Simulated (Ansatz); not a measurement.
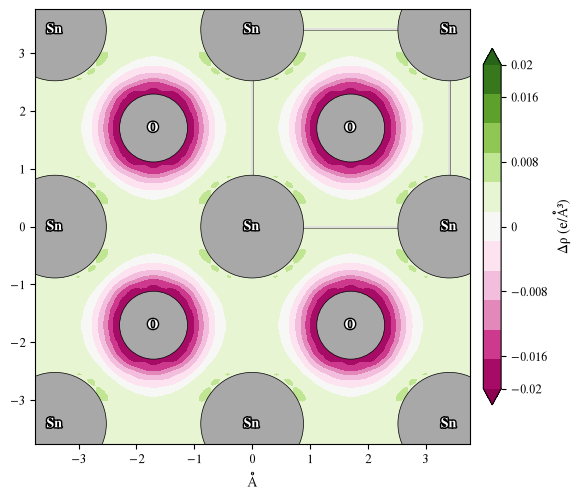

SnO. Difference of the valence pseudo-densities of two functionals at the same geometry, on the (110) plane of the calculation cell: one of PBE and r2SCAN less the other.

Both computed with Ansatz (plane waves, PAW), on the same k-point mesh. Grey discs cover the atomic cores.

Which was subtracted from which, and what does the map show?

It is PBE less r2SCAN. Against r2SCAN, PBE gives less density around O (−0.015 e/Å³ on average at 0.7 Å from the nucleus).
